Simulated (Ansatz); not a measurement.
## FeCo3: one change and its effect

System: FeCo3 (P4/mmm, 4 atoms in the cell).
Method of run 1: DFT LDA, scalar-relativistic, plane waves, PAW, spin-polarised (Ansatz 0.2.0).

The structure derives from a Materials Project entry. Text and figures count atoms from 1; the logs count them from 0 in places.

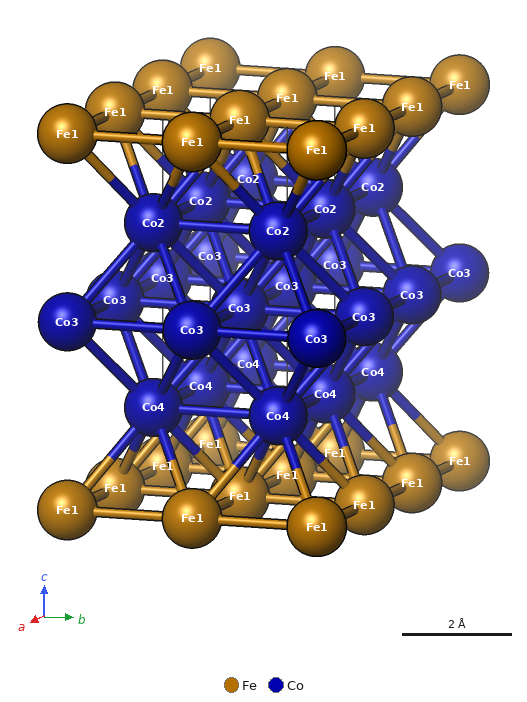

Fig. 1: The starting structure (ball-and-stick view of the cell of the calculation, repeated 3 × 2 × 1, seen slightly off an axis; atoms are numbered from 1 in the order of the input). An atom can appear more than once, as a periodic image. Near neighbours in the periodic cell (some may lie outside the picture): Fe has 8 Co at 2.50 Å and 4 Fe at 2.47 Å; Co has 8 Co at 2.46 to 2.47 Å and 4 Fe at 2.50 Å; Co has 12 Co at 2.46 to 2.47 Å.

## Input file, run 1
```yaml
crystal:
  lattice:
    - [2.46601, 0.0, 0.0]
    - [0.0, 2.46601, 0.0]
    - [0.0, 0.0, 7.063459]
  atoms:
    - { symbol: Fe, position: [0.0, 0.0, 0.0], spin: 2.67 }
    - { symbol: Co, position: [0.5, 0.5, 0.745404], spin: 1.82 }
    - { symbol: Co, position: [0.0, 0.0, 0.5], spin: 1.9 }
    - { symbol: Co, position: [0.5, 0.5, 0.254596], spin: 1.82 }
basis:
  ecutwfc: 420
kpoints:
  mp_grid: { grid: [16, 16, 6] }
hamiltonian:
  xc: lda
scf:
  occupations: { method: gaussian, width: 0.1 }
output:
  forces: true
  stress: true
  eigenvalues: true
  populations: true
magnetization:
  spin_polarized: true
relax:
  adjacent_minimum: "off"
  f_tol: 0.01
  max_steps: 60
  cell: { stress_tol: 0.05 }
```

Launched with:
```bash
ansatz run input.yaml --threads 1 --pin off --max-ram 2560MiB --backend cpu --events-out ev --progress --plain --runs-dir out
```

Hardware: 1 thread of Intel Xeon @ 2.50GHz (Skylake/Cascade Lake), 189 GiB of memory available, shared host.

## Output, shortened to warnings, some set-up lines, iterations and results (run 1)
```
Basis set: ecut = 420 eV, 807 PW (Γ)
Symmetry: 16 space group operations
k-points: 180 of 1536
Initial density: superposition of atomic densities (chi_scale 0.1, normalization cell)
[...]
SCF iter   1: F=—  HF=-19607.320354 eV  |F-HF|=—  |Δ(HF+E_count)|=         —  Δρ=9.89e-2 (↑6.37e-2 ↓9.89e-2)  dr2=6.32e0  dr2_m=2.27e-1  M=7.430 μB ∫|m|=7.599 μB  β_m=0.30  …
SCF iter   2: F=—  HF=-19605.228617 eV  |F-HF|=—  |Δ(HF+E_count)|=    2.09e0  Δρ=3.90e-2 (↑1.31e-2 ↓3.90e-2)  dr2=4.90e-1  dr2_m=1.79e-1  M=7.491 μB ∫|m|=7.700 μB  β_m=0.35  …
SCF iter   3: F=—  HF=-19606.393061 eV  |F-HF|=—  |Δ(HF+E_count)|=    1.16e0  Δρ=1.66e-2 (↑1.66e-2 ↓1.12e-2)  dr2=3.04e-2  dr2_m=5.89e-2  M=7.420 μB ∫|m|=7.682 μB  β_m=0.55  …
SCF iter   4: F=—  HF=-19607.665010 eV  |F-HF|=—  |Δ(HF+E_count)|=         —  Δρ=1.56e-2 (↑1.05e-2 ↓1.56e-2)  dr2=1.62e-1  dr2_m=8.34e-3  M=7.213 μB ∫|m|=7.515 μB  β_m=0.55  …
SCF iter   5: F=—  HF=-19607.923503 eV  |F-HF|=—  |Δ(HF+E_count)|=   2.58e-1  Δρ=5.65e-3 (↑4.86e-3 ↓5.65e-3)  dr2=1.80e-2  dr2_m=5.55e-3  M=7.165 μB ∫|m|=7.482 μB  β_m=0.63  …
[... 111 lines ...]
SCF iter   9: F=—  HF=-19608.078891 eV  |F-HF|=—  |Δ(HF+E_count)|=  7.28e-12  Δρ=8.58e-8 (↑8.58e-8 ↓4.21e-8)  dr2=1.37e-12  dr2_m=1.08e-12  M=6.640 μB ∫|m|=6.926 μB  β_m=0.86 …
SCF iter  10: F=—  HF=-19608.078891 eV  |F-HF|=—  |Δ(HF+E_count)|=  3.64e-12  Δρ=3.25e-7 (↑7.15e-8 ↓3.25e-7)  dr2=5.75e-11  dr2_m=7.11e-12  M=6.640 μB ∫|m|=6.926 μB  β_m=0.71 …
SCF iter  11: F=-19608.078891 eV  HF=-19608.078891 eV  |F-HF|=7.28e-12  |Δ(HF+E_count)|=    0.00e0  Δρ=1.53e-7 (↑2.27e-8 ↓1.53e-7)  dr2=1.18e-11  dr2_m=1.69e-12  M=6.640 μB …
SCF 8 converged in 11 iterations: F = -19608.078891 eV  dr2 = 1.18e-11
relax step   8: F+E_penalty+E_count = -19608.07889142 eV  Δ(F+E_penalty+E_count) = +4.759e-5 eV  max|allowed force component| = 2.205e-4 eV/Å  Δτ_max = 0.0000 Å  P = -0.008 …
basis re-selected at this cell: Δ(F+E_penalty+E_count) = +4.759e-5 eV, ΔP = -0.003 GPa vs the last step (what re-selecting the basis moved, of the pressure what is left beyond the Pulay correction that the steps carried, after the strain that the cell walked since its last selection, with what the …
SCF converged after 11 iterations
Magnetization: 6.6401 μB (36.8200 up, 30.1800 down)
Absolute magnetization: 6.9273 μB (∫|ρ↑−ρ↓|, with the PAW one-centre terms)
Spin contamination: 0.0645 ħ² per cell (⟨S²⟩ above its minimum at these occupations)
Per-site moments (μB) at R_I (Å): [(2.1219877345795246, 1.0010963677420357), (1.514702503494681, 0.9948615047481728), (1.5978579112490254, 0.9948615047481728), (1.5147025034946806, 0.9948615047481729)]
Free energy (F): -19608.078891 eV
Harris-Foulkes:  -19608.078891 eV  (|F-HF|=7.28e-12)
Internal energy: -19608.050653 eV  (E = F + TS)
E sigma→0 (E₀):  -19608.064772 eV
Entropy (-TS):   -0.028238 eV (-7.060 meV/atom)
Fermi energy:    19.992591 eV
--- Per-component energies (eV) ---
  E_band       = -843.337343
  E_kinetic    = 1722.644915
  E_local      = -10200.557304  (includes V_loc(G=0)·N_el)
  E_nonlocal   = 1599.595455
  E_hartree    = 4285.832629
  E_xc         = -593.600485
  E_vxc        = -770.203716  (∫ρ·V_xc dr)
  E_paw        = -5663.135994  (= ΣΔE_a)
  E_vpaw       = -1766.482879  (= ΣTr[D̂ρ^β])
  E_aug_tail   = 0.000899  (compensation charges beyond the density's cutoff)
  E_ewald      = -10760.487056
  E_core_change = 1.656287  (= ΣΔE_core)
  E_smearing   = -0.028238  (= −TS)
  E_closure    = -0.000000  (closes the sum)
  Σ components = -19608.078891   (vs F -19608.078891, Δ=0.00e0)
--- Forces (eV/Å), atoms counted from 1 ---
  atom   1  Fe    -0.00000000     0.00000000     0.00000000
  atom   2  Co     0.00000000     0.00000000     0.00022054
  atom   3  Co     0.00000000     0.00000000     0.00000000
  atom   4  Co    -0.00000000     0.00000000    -0.00022054
  max |Σ_I F_I| component: 2.53e-28 eV/Å
--- Stress (GPa, compression-positive) ---
       -0.008357      -0.000000       0.000000
       -0.000000      -0.008357       0.000000
        0.000000       0.000000      -0.006285
  P = ⅓ Tr σ = -0.0077 GPa (-0.077 kbar)
--- Relaxed structure (6 steps of the walk, 6 accepted, 2 SCFs on fresh bases) ---
[...]
```

Run 2 used a changed input.

## The two runs side by side

| quantity | run 1 | run 2 |
| --- | --- | --- |
| outcome | converged | converged |
| free energy per atom (eV) | −4902.0197 | −4931.9246 |
| energy per atom, smearing taken to zero (eV) | −4902.0162 | −4931.9219 |
| gap on the mesh (eV) | 0.00 | 0.00 |
| net moment of the cell (μB) | 6.64 | 7.24 |
| absolute moment of the cell (μB) | 6.93 | 7.69 |
| pressure (GPa) | −0.01 | −0.02 |
| volume per atom (Å³) | 10.17 | 10.62 |
| largest force (eV/Å) | 0.000 | 0.000 |
| irreducible k-points | 180 | 180 |
| SCF iterations | – | 70 |
| wall time (shared host) | 18 min | 12 min |

What was changed in the input?

The change (lines with − go, lines with + come):
```diff
-  xc: lda
+  xc: pbesol
```

The total energies belong to different methods, so their difference says nothing on which is more stable or more accurate. The net moment of the cell goes from 6.64 to 7.24 μB. The volume per atom goes from 10.17 to 10.62 Å³. The functional changes from LDA to PBEsol. On the same kind of shared host run 2 took about 0.68 times as long.

## Output, shortened to warnings, some set-up lines, iterations and results (run 2)
```
Basis set: ecut = 420 eV, 807 PW (Γ), exchange–correlation on 36×36×96 points (8 copies of the dense FFT grid, shifted against one another)
Symmetry: 16 space group operations
k-points: 180 of 1536
Initial density: superposition of atomic densities (chi_scale 0.1, normalization cell)
[...]
SCF iter   1: F=—  HF=-19727.265935 eV  |F-HF|=—  |Δ(HF+E_count)|=         —  Δρ=1.03e-1 (↑5.91e-2 ↓1.03e-1)  dr2=6.42e0  dr2_m=2.81e-1  M=7.526 μB ∫|m|=7.726 μB  β_m=0.30  …
SCF iter   2: F=—  HF=-19725.103371 eV  |F-HF|=—  |Δ(HF+E_count)|=    2.16e0  Δρ=4.29e-2 (↑1.39e-2 ↓4.29e-2)  dr2=5.42e-1  dr2_m=2.35e-1  M=7.588 μB ∫|m|=7.846 μB  β_m=0.36  …
SCF iter   3: F=—  HF=-19726.202200 eV  |F-HF|=—  |Δ(HF+E_count)|=    1.10e0  Δρ=1.92e-2 (↑1.92e-2 ↓1.35e-2)  dr2=3.43e-2  dr2_m=8.45e-2  M=7.525 μB ∫|m|=7.859 μB  β_m=0.57  …
SCF iter   4: F=—  HF=-19727.430200 eV  |F-HF|=—  |Δ(HF+E_count)|=         —  Δρ=1.46e-2 (↑1.29e-2 ↓1.46e-2)  dr2=1.74e-1  dr2_m=7.95e-3  M=7.354 μB ∫|m|=7.766 μB  β_m=0.57  …
SCF iter   5: F=—  HF=-19727.645819 eV  |F-HF|=—  |Δ(HF+E_count)|=   2.16e-1  Δρ=5.55e-3 (↑5.55e-3 ↓3.67e-3)  dr2=1.49e-2  dr2_m=3.28e-3  M=7.323 μB ∫|m|=7.757 μB  β_m=0.61  …
[... 72 lines ...]
SCF iter  11: F=—  HF=-19727.698273 eV  |F-HF|=—  |Δ(HF+E_count)|=  7.28e-12  Δρ=1.95e-7 (↑6.56e-8 ↓1.95e-7)  dr2=4.56e-11  dr2_m=2.27e-12  M=7.242 μB ∫|m|=7.692 μB  β_m=0.75 …
SCF iter  12: F=—  HF=-19727.698273 eV  |F-HF|=—  |Δ(HF+E_count)|=    0.00e0  Δρ=2.18e-7 (↑6.46e-8 ↓2.18e-7)  dr2=6.01e-11  dr2_m=2.55e-12  M=7.242 μB ∫|m|=7.692 μB  β_m=0.78 …
SCF iter  13: F=-19727.698273 eV  HF=-19727.698273 eV  |F-HF|=3.64e-12  |Δ(HF+E_count)|=  3.64e-12  Δρ=7.06e-8 (↑2.08e-8 ↓7.06e-8)  dr2=3.12e-12  dr2_m=2.89e-13  M=7.242 μB …
SCF 6 converged in 13 iterations: F = -19727.698273 eV  dr2 = 3.12e-12
relax step   6: F+E_penalty+E_count = -19727.69827304 eV  Δ(F+E_penalty+E_count) = +4.920e-4 eV  max|allowed force component| = 2.977e-4 eV/Å  Δτ_max = 0.0000 Å  P = -0.024 …
basis re-selected at this cell: Δ(F+E_penalty+E_count) = +4.920e-4 eV, ΔP = -0.023 GPa vs the last step (what re-selecting the basis moved, of the pressure what is left beyond the Pulay correction that the steps carried, after the strain that the cell walked since its last selection, with what the …
SCF converged after 13 iterations
Magnetization: 7.2416 μB (37.1208 up, 29.8792 down)
Absolute magnetization: 7.6935 μB (∫|ρ↑−ρ↓|, with the PAW one-centre terms)
Spin contamination: 0.0999 ħ² per cell (⟨S²⟩ above its minimum at these occupations)
Per-site moments (μB) at R_I (Å): [(2.4227723861094614, 1.014356206708746), (1.6504646851231988, 1.0059727273902632), (1.7070899185274149, 1.0059727273902632), (1.6504646851231988, 1.0059727273902634)]
Free energy (F): -19727.698273 eV
Harris-Foulkes:  -19727.698273 eV  (|F-HF|=3.64e-12)
Internal energy: -19727.677140 eV  (E = F + TS)
E sigma→0 (E₀):  -19727.687707 eV
Entropy (-TS):   -0.021133 eV (-5.283 meV/atom)
Fermi energy:    19.299169 eV
--- Per-component energies (eV) ---
  E_band       = -900.781728
  E_kinetic    = 1715.751524
  E_local      = -10440.222206  (includes V_loc(G=0)·N_el)
  E_nonlocal   = 1587.001934
  E_hartree    = 4381.182242
  E_xc         = -591.776760
  E_vxc        = -766.844310  (∫ρ·V_xc dr)
  E_paw        = -5782.969886  (= ΣΔE_a)
  E_vpaw       = -1758.834185  (= ΣTr[D̂ρ^β])
  E_aug_tail   = 0.001077  (compensation charges beyond the density's cutoff)
  E_ewald      = -10597.389526
  E_core_change = 0.744459  (= ΣΔE_core)
  E_smearing   = -0.021133  (= −TS)
  E_closure    = 0.000000  (closes the sum)
  Σ components = -19727.698273   (vs F -19727.698273, Δ=0.00e0)
--- Forces (eV/Å), atoms counted from 1 ---
  atom   1  Fe    -0.00000000    -0.00000000     0.00000000
  atom   2  Co     0.00000000     0.00000000     0.00029769
  atom   3  Co    -0.00000000    -0.00000000     0.00000000
  atom   4  Co     0.00000000     0.00000000    -0.00029769
  max |Σ_I F_I| component: 5.42e-20 eV/Å
--- Stress (GPa, compression-positive) ---
       -0.019858       0.000000       0.000000
        0.000000      -0.019858       0.000000
        0.000000       0.000000      -0.032395
  P = ⅓ Tr σ = -0.0240 GPa (-0.240 kbar)
--- Relaxed structure (5 steps of the walk, 5 accepted, 1 SCFs on fresh bases) ---
[...]
```
